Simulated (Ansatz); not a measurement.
## Run report: Al$_{32}$H, nudged elastic band (part 2 of 2)

Al$_{32}$H (defect cell, 33 atoms in the cell); DFT PBE, scalar-relativistic, plane waves, PAW, PAW set soft_1, no spin polarisation (Ansatz 0.2.0); cutoff 420 eV, 3×3×3 k-mesh, Gaussian smearing of 0.05 eV. One setting was made poor on purpose. It belongs to a series of runs on one base structure; here: band between the two ends.

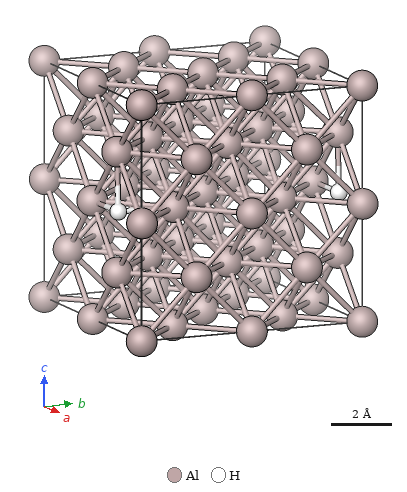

**Figure 1.** The structure as given in the input (ball-and-stick view of the cell of the calculation, seen slightly off an axis). An atom can appear more than once, as a periodic image.

### Output, continued
```
  k-point 13: bands = ["-2.6133", "-2.0260", "-1.7237", "-1.7135", "-1.1832", "-0.9815", "-0.9711", "-0.3168", "0.7733", "1.2174", "1.2281", "1.5710", "1.9323", "1.9330", "1.9529", "1.9729", "1.9832", "2.4822", "2.6783", "2.6918", "3.1696", "3.3816", "3.3917", "3.7693", "4.0666", "4.0672", "4.0886", "4.1099", "4.1188", "4.5301", "4.6840", "4.6969", "4.9243", "4.9364", "4.9473", "5.4119", "5.5507", "5.5594", "6.5680", "6.8959", "6.9184", "6.9212", "6.9419", "6.9605", "7.4053", "7.6044", "7.6244", "7.6321", "7.6510", "7.6656", "8.3120", "8.6581", "8.8908", "8.9054", "9.2460", "9.3649", "9.3778", "9.5288", "9.6780", "9.6923", "9.7880", "9.9257", "9.9488", "9.9581", "9.9771", "9.9914", "10.3341", "10.4010", "10.4487", "10.5819", "10.6430", "10.6919", "12.0820", "12.4240", "12.4762", "12.5061", "12.6498", "12.6555", "12.7048", "12.7104", "12.7304", "12.7429"]
this run last wrote the band of iteration 15 to [file]
--- NEB band (3 images, 15 band iterations, 103 SCF iterations) ---
  forward barrier  = 0.078305 eV
  backward barrier = 0.078293 eV
  lagrangian_above_aufbau_ev (what the smearing adds, to first order; not taken off the barriers): saddle image -0.001557 eV, end points -0.002996 and -0.002996 eV
  climbing image's point = of an order that was not read
  energies are F+E_penalty+E_count in eV, relative to image 0
  image     s (Å)  Δ vs image 0  max|band force component| (eV/Å)
      0    0.0000      0.000000                                 —
  *   1    0.8705      0.078305                          8.670e-3
      2    3.0507      0.000012                                 —
  climbing-image geometry (image 1):
  cell:  # Å, volume = 531.4410 Å³
    - [8.1, 0.0, 0.0]
    - [0.0, 8.1, 0.0]
    - [0.0, 0.0, 8.1]
  atoms:
    - { symbol: Al, position: [0.4955813364214419, 0.0021173006214440728, -0.004727891050185602] }
    - { symbol: Al, position: [0.7472321615140671, 0.2526328678903469, -0.0005698485936204342] }
    - { symbol: Al, position: [0.742547930626418, -0.004034126064527741, 0.23313980309086818] }
    - { symbol: Al, position: [-0.000989258533475617, 0.0011088625365036032, -0.0008083672393450572] }
    - { symbol: Al, position: [0.2485908745477206, 0.2523834094309101, -0.002092975178411907] }
    - { symbol: Al, position: [0.4972065912718884, 0.5013082834717929, -0.001108139807932625] }
    - { symbol: Al, position: [0.7482639810637896, 0.7495692345741197, -0.0048563720223475685] }
    - { symbol: Al, position: [0.2467996883161675, 0.0011402170961226524, 0.2476936478633619] }
    - { symbol: Al, position: [0.4970848737170267, 0.2510905857579384, 0.24911271531521167] }
    - { symbol: Al, position: [0.7472304470289366, 0.500803576986155, 0.24754922542221022] }
    - { symbol: Al, position: [0.49701332453237296, 0.002509409681402214, 0.49770177004900434] }
    - { symbol: Al, position: [0.7425193148115418, 0.26714300162010834, 0.5042269961907004] }
    - { symbol: Al, position: [0.7485071686583592, 0.0024294792942284493, 0.7497528722140052] }
    - { symbol: Al, position: [-0.0014740794407032062, 0.5023120853504732, -0.0021124048994404553] }
    - { symbol: Al, position: [0.24750146114226299, 0.7510346403822193, -0.0011336714170934194] }
    - { symbol: Al, position: [0.0012895778491909663, 0.2550708732257176, 0.24513179633495732] }
    - { symbol: Al, position: [0.24859245710615216, 0.5022926346978867, 0.24781840335390617] }
    - { symbol: Al, position: [0.4978292785538818, 0.7517463631601089, 0.24685565817646868] }
    - { symbol: Al, position: [0.012446055997608242, -0.003964235074036378, 0.5041353109683205] }
    - { symbol: Al, position: [0.24678758479481214, 0.252498693013225, 0.49906423528412214] }
    - { symbol: Al, position: [0.4955574270836476, 0.5049479241021583, 0.4980896537338524] }
    - { symbol: Al, position: [0.7485041695148024, 0.750448003481524, 0.4977842314934163] }
    - { symbol: Al, position: [0.251165219025276, 0.0022407241500811853, 0.7503279651196524] }
    - { symbol: Al, position: [0.49783763679954196, 0.2533410580335219, 0.748455430079049] }
    - { symbol: Al, position: [0.7482619166591613, 0.5050644673625563, 0.7506672239693686] }
    - { symbol: Al, position: [-0.00264788326471918, 0.750852724113444, 0.24889147217285937] }
    - { symbol: Al, position: [-0.0009834243672582784, 0.5010289408334819, 0.4990976898113778] }
    - { symbol: Al, position: [0.2511721457896973, 0.7498894028547335, 0.4979648753369414] }
    - { symbol: Al, position: [-0.002653467682960727, 0.25130912821721635, 0.7493555102995966] }
    - { symbol: Al, position: [0.24750207276894226, 0.5013370966807879, 0.7491671904620342] }
    - { symbol: Al, position: [0.49769591232107124, 0.7517613400203607, 0.7484536173364846] }
    - { symbol: Al, position: [-0.00043463159440320075, 0.7516662517118659, 0.7485463045004858] }
    - { symbol: H, position: [0.8099686469677428, 0.06432275078613134, 0.4359413366301242] }
```

### The last band as extended XYZ (Å, eV, eV/Å)
```
33
Lattice="8.1000 0.0000 0.0000 0.0000 8.1000 0.0000 0.0000 0.0000 8.1000" Properties=species:S:1:pos:R:3:forces:R:3 image=0 energy=-17215.97573
Al    4.0397   -0.0001    0.0001   -0.0026   0.0003   0.0000
Al    6.0750    2.0350    0.0001   -0.0001   0.0024   0.0000
Al    6.0753   -0.0013    1.9784   -0.0005   0.0020   0.0024
Al    0.0104   -0.0001    0.0001    0.0027   0.0003   0.0000
Al    2.0249    2.0323    0.0001    0.0000   0.0022   0.0000
Al    4.0430    4.0503    0.0001   -0.0024   0.0000   0.0000
Al    6.0750    6.0645    0.0001   -0.0001  -0.0028   0.0000
Al    2.0249   -0.0001    2.0146    0.0000   0.0003  -0.0027
Al    4.0527    2.0226    2.0278    0.0020  -0.0023   0.0019
Al    6.0750    4.0505    2.0145   -0.0001   0.0001  -0.0027
Al    4.0022   -0.0014    4.0497   -0.0007   0.0020   0.0005
Al    6.0754    2.0752    4.0497   -0.0005   0.0074   0.0005
Al    6.0753   -0.0014    6.1228   -0.0005   0.0020   0.0006
Al    0.0069    4.0503    0.0001    0.0025   0.0000   0.0000
Al    2.0250    6.0683    0.0000    0.0000  -0.0027   0.0000
Al   -0.0029    2.0225    2.0279   -0.0018  -0.0022   0.0018
Al    2.0249    4.0503    2.0181    0.0000   0.0000  -0.0025
Al    4.0527    6.0782    2.0280    0.0018   0.0014   0.0017
Al    0.0466   -0.0013    4.0497   -0.0024   0.0020   0.0004
Al    2.0249    2.0350    4.0500    0.0000   0.0024   0.0001
Al    4.0396    4.0504    4.0500   -0.0027   0.0001   0.0001
Al    6.0753    6.0296    4.0497   -0.0004   0.0060   0.0004
Al    2.0249   -0.0001    6.0853    0.0000   0.0003   0.0026
Al    4.0525    2.0227    6.0725    0.0021  -0.0024  -0.0021
Al    6.0750    4.0504    6.0854   -0.0001   0.0001   0.0027
Al   -0.0029    6.0782    2.0279   -0.0017   0.0014   0.0017
Al    0.0105    4.0505    4.0500    0.0027   0.0001   0.0001
Al    2.0249    6.0645    4.0500    0.0000  -0.0028   0.0001
Al   -0.0028    2.0226    6.0723   -0.0019  -0.0023  -0.0020
Al    2.0249    4.0503    6.0820    0.0000   0.0000   0.0024
Al    4.0528    6.0782    6.0722    0.0018   0.0014  -0.0019
Al   -0.0030    6.0782    6.0723   -0.0017   0.0014  -0.0018
H     6.0645    0.0437    4.0602    0.0042  -0.0183  -0.0041
33
Lattice="8.1000 0.0000 0.0000 0.0000 8.1000 0.0000 0.0000 0.0000 8.1000" Properties=species:S:1:pos:R:3:forces:R:3 image=1 energy=-17215.89742
Al    4.0142    0.0171   -0.0383    0.0006   0.0021  -0.0013
Al    6.0526    2.0463   -0.0046    0.0020   0.0012   0.0016
Al    6.0146   -0.0327    1.8884   -0.0056   0.0020   0.0033
Al   -0.0080    0.0090   -0.0065   -0.0004   0.0027   0.0038
Al    2.0136    2.0443   -0.0170   -0.0027   0.0062  -0.0009
Al    4.0274    4.0606   -0.0090    0.0011   0.0023  -0.0022
Al    6.0609    6.0715   -0.0393    0.0013  -0.0024  -0.0012
Al    1.9991    0.0092    2.0063    0.0007   0.0003  -0.0043
Al    4.0264    2.0338    2.0178    0.0012   0.0009  -0.0007
Al    6.0526    4.0565    2.0051    0.0021  -0.0019  -0.0008
Al    4.0258    0.0203    4.0314    0.0032  -0.0005   0.0005
Al    6.0144    2.1639    4.0842   -0.0048  -0.0047  -0.0018
Al    6.0629    0.0197    6.0730   -0.0004  -0.0006  -0.0073
Al   -0.0119    4.0687   -0.0171    0.0069  -0.0009   0.0011
Al    2.0048    6.0834   -0.0092    0.0012   0.0005  -0.0017
Al    0.0104    2.0661    1.9856   -0.0082  -0.0044   0.0047
Al    2.0136    4.0686    2.0073   -0.0028   0.0010  -0.0062
Al    4.0324    6.0891    1.9995    0.0003  -0.0017   0.0022
Al    0.1008   -0.0321    4.0835    0.0087   0.0011  -0.0001
Al    1.9990    2.0452    4.0424    0.0007   0.0044  -0.0002
Al    4.0140    4.0901    4.0345    0.0009   0.0013  -0.0021
Al    6.0629    6.0786    4.0321   -0.0006   0.0070   0.0008
Al    2.0344    0.0181    6.0777   -0.0007   0.0004   0.0066
Al    4.0325    2.0521    6.0625    0.0000  -0.0020   0.0019
Al    6.0609    4.0910    6.0804    0.0013   0.0014   0.0020
Al   -0.0214    6.0819    2.0160    0.0004  -0.0008   0.0022
Al   -0.0080    4.0583    4.0427   -0.0006  -0.0040  -0.0027
Al    2.0345    6.0741    4.0335   -0.0007  -0.0069  -0.0003
Al   -0.0215    2.0356    6.0698    0.0002  -0.0023   0.0003
Al    2.0048    4.0608    6.0683    0.0012   0.0017  -0.0006
Al    4.0313    6.0893    6.0625    0.0015  -0.0035   0.0034
Al   -0.0035    6.0885    6.0632   -0.0036  -0.0003   0.0001
H     6.5607    0.5210    3.5311   -0.0045   0.0003   0.0001
33
Lattice="8.1000 0.0000 0.0000 0.0000 8.1000 0.0000 0.0000 0.0000 8.1000" Properties=species:S:1:pos:R:3:forces:R:3 image=2 energy=-17215.97572
Al    4.0531    0.0029    0.0030    0.0015   0.0016   0.0016
Al    6.0740    2.0244   -0.0459    0.0014   0.0009   0.0043
Al    6.0740   -0.0462    2.0242    0.0014   0.0037   0.0012
Al   -0.0026    0.0031    0.0031   -0.0020   0.0016   0.0016
Al    2.0254    2.0250   -0.0105    0.0001   0.0001  -0.0028
Al    4.0532    4.0473    0.0031    0.0015  -0.0019   0.0015
Al    6.0750    6.0752   -0.0105    0.0002   0.0000  -0.0027
Al    2.0254   -0.0105    2.0250    0.0001  -0.0027   0.0002
Al    4.0043    2.0244    2.0242    0.0049   0.0009   0.0011
Al    6.0739    4.0985    2.0241    0.0015   0.0024   0.0013
Al    4.0532    0.0031    4.0474    0.0015   0.0016  -0.0020
Al    6.0739    2.0243    4.0989    0.0015   0.0010   0.0036
Al    6.0750   -0.0105    6.0753    0.0002  -0.0027   0.0000
Al   -0.0026    4.0473    0.0030   -0.0021  -0.0020   0.0016
Al    2.0252    6.0751   -0.0068    0.0000   0.0000  -0.0026
Al    0.0493    2.0243    2.0241    0.0048   0.0010   0.0013
Al    2.0252    4.0603    2.0249    0.0001   0.0026   0.0002
Al    4.0395    6.0753    2.0250   -0.0027   0.0000   0.0002
Al   -0.0025    0.0029    4.0474   -0.0022   0.0017  -0.0021
Al    2.0252    2.0249    4.0602    0.0001   0.0002   0.0026
Al    4.0530    4.0473    4.0474    0.0015  -0.0020  -0.0020
Al    6.0749    6.0751    4.0602    0.0002   0.0001   0.0025
Al    2.0252   -0.0068    6.0752    0.0000  -0.0025   0.0000
Al    4.0395    2.0250    6.0753   -0.0028   0.0001   0.0000
Al    6.0749    4.0602    6.0752    0.0002   0.0026   0.0001
Al    0.0101    6.0751    2.0249    0.0025   0.0001   0.0002
Al   -0.0023    4.0476    4.0477   -0.0024  -0.0023  -0.0024
Al    2.0253    6.0752    4.0571    0.0000   0.0000   0.0023
Al    0.0101    2.0249    6.0752    0.0025   0.0002   0.0001
Al    2.0252    4.0571    6.0752    0.0000   0.0023   0.0000
Al    4.0433    6.0751    6.0751   -0.0026   0.0000   0.0000
Al    0.0072    6.0752    6.0752    0.0022   0.0000   0.0000
H     6.1075    2.0457    2.0517   -0.0134  -0.0084  -0.0109
```

The run was set up as follows.

### Input file
```yaml
crystal:
  lattice:
    - [8.1, 0.0, 0.0]
    - [0.0, 8.1, 0.0]
    - [0.0, 0.0, 8.1]
  atoms:
    - { symbol: Al, position: [0.49873284, -1.274e-05, 1.059e-05] }
    - { symbol: Al, position: [0.7500052, 0.25123519, 6.56e-06] }
    - { symbol: Al, position: [0.75003949, -0.00016476, 0.24424174] }
    - { symbol: Al, position: [0.00128203, -7.62e-06, 1.295e-05] }
    - { symbol: Al, position: [0.249989, 0.25089612, 1.071e-05] }
    - { symbol: Al, position: [0.4991368, 0.50003854, 8.78e-06] }
    - { symbol: Al, position: [0.75000009, 0.74870314, 1.647e-05] }
    - { symbol: Al, position: [0.24998672, -7.68e-06, 0.24871798] }
    - { symbol: Al, position: [0.50032879, 0.24969974, 0.25034192] }
    - { symbol: Al, position: [0.750002, 0.50005614, 0.24870277] }
    - { symbol: Al, position: [0.49410095, -0.00017138, 0.49996001] }
    - { symbol: Al, position: [0.750044, 0.25620175, 0.49995716] }
    - { symbol: Al, position: [0.75004105, -0.00017129, 0.75589701] }
    - { symbol: Al, position: [0.0008466, 0.50003359, 7.65e-06] }
    - { symbol: Al, position: [0.24999396, 0.74917475, 5.88e-06] }
    - { symbol: Al, position: [-0.00035568, 0.24969406, 0.25035538] }
    - { symbol: Al, position: [0.24999213, 0.50003364, 0.2491531] }
    - { symbol: Al, position: [0.50033929, 0.75040066, 0.25036465] }
    - { symbol: Al, position: [0.00575654, -0.00016468, 0.49996157] }
    - { symbol: Al, position: [0.24999325, 0.25123523, 0.49999493] }
    - { symbol: Al, position: [0.49871832, 0.5000461, 0.49999691] }
    - { symbol: Al, position: [0.75003733, 0.74439837, 0.49996367] }
    - { symbol: Al, position: [0.24998908, -1.268e-05, 0.75126753] }
    - { symbol: Al, position: [0.5003135, 0.2497103, 0.74968645] }
    - { symbol: Al, position: [0.75000317, 0.50004624, 0.75128202] }
    - { symbol: Al, position: [-0.00035796, 0.75039812, 0.25035749] }
    - { symbol: Al, position: [0.0012973, 0.50005627, 0.49999808] }
    - { symbol: Al, position: [0.24998307, 0.74870309, 0.49999992] }
    - { symbol: Al, position: [-0.00034261, 0.24969952, 0.74967077] }
    - { symbol: Al, position: [0.24999099, 0.50003847, 0.75086308] }
    - { symbol: Al, position: [0.50034455, 0.75039859, 0.74965523] }
    - { symbol: Al, position: [-0.00036495, 0.75040066, 0.74966066] }
    - { symbol: H, position: [0.74870884, 0.00539464, 0.50125718] }
basis:
  ecutwfc: 420.0
kpoints:
  mp_grid: { grid: [3, 3, 3] }
hamiltonian:
  xc: pbe
  pseudopotentials: { kind: paw, azcp: { folder: soft_1 } }
scf:
  occupations: { method: gaussian, width: 0.05 }
  lower_state_search: "off"
  max_iter: 98
neb:
  images: 1
  f_tol: 0.05
  max_iterations: 50
  order_check: false
  final_atoms:
    - { symbol: Al, position: [0.50037937, 0.00036376, 0.00037183] }
    - { symbol: Al, position: [0.74988091, 0.24992399, -0.00566954] }
    - { symbol: Al, position: [0.74987968, -0.00569894, 0.24990108] }
    - { symbol: Al, position: [-0.00031888, 0.00037679, 0.00038228] }
    - { symbol: Al, position: [0.25004721, 0.24999801, -0.00129895] }
    - { symbol: Al, position: [0.50038972, 0.49967256, 0.00038376] }
    - { symbol: Al, position: [0.74999704, 0.75003, -0.00129344] }
    - { symbol: Al, position: [0.25004517, -0.0012961, 0.24999662] }
    - { symbol: Al, position: [0.49435628, 0.24992472, 0.24990303] }
    - { symbol: Al, position: [0.74986982, 0.50598186, 0.24989299] }
    - { symbol: Al, position: [0.5003893, 0.00037783, 0.4996764] }
    - { symbol: Al, position: [0.7498682, 0.24991591, 0.50603452] }
    - { symbol: Al, position: [0.74999599, -0.00129313, 0.75003704] }
    - { symbol: Al, position: [-0.00031773, 0.49967104, 0.00036451] }
    - { symbol: Al, position: [0.25002187, 0.75001382, -0.00083535] }
    - { symbol: Al, position: [0.00608846, 0.24991488, 0.24989034] }
    - { symbol: Al, position: [0.25003019, 0.50126589, 0.24999043] }
    - { symbol: Al, position: [0.49870414, 0.75003123, 0.24999834] }
    - { symbol: Al, position: [-0.00031368, 0.00035225, 0.49968108] }
    - { symbol: Al, position: [0.2500279, 0.24999182, 0.50126006] }
    - { symbol: Al, position: [0.5003754, 0.49966779, 0.49967378] }
    - { symbol: Al, position: [0.74998729, 0.75001769, 0.50125521] }
    - { symbol: Al, position: [0.25002287, -0.00083943, 0.75001872] }
    - { symbol: Al, position: [0.49870161, 0.24999868, 0.75004031] }
    - { symbol: Al, position: [0.74998841, 0.50126319, 0.75002473] }
    - { symbol: Al, position: [0.00124942, 0.75001625, 0.2499886] }
    - { symbol: Al, position: [-0.00028637, 0.49970678, 0.49971006] }
    - { symbol: Al, position: [0.25003131, 0.75001983, 0.50087806] }
    - { symbol: Al, position: [0.00125158, 0.2499911, 0.750021] }
    - { symbol: Al, position: [0.25003023, 0.50087247, 0.75002473] }
    - { symbol: Al, position: [0.49916834, 0.75001318, 0.75001708] }
    - { symbol: Al, position: [0.00088383, 0.75002054, 0.75002651] }
    - { symbol: H, position: [0.75401246, 0.25255959, 0.25329791] }
```

Run as:
```bash
ansatz run input.yaml --threads 4 --pin off --max-ram 10240MiB --backend cpu --events-out ev --progress --plain --runs-dir out
```

### Summary

| quantity | value |
| --- | --- |
| outcome | converged |
| barrier, forward | 0.078 eV |
| barrier, backward | 0.078 eV |
| electrons treated | 97 |
| hardware | 4 threads of Arm Neoverse N1, 24 GiB of memory available, shared host |
| wall time | 6.9 min (CPU time 27 min) |
| peak memory | 1.8 GiB |

### Notes

A deliberately poor setting: few images. The order of the saddle point was not checked.
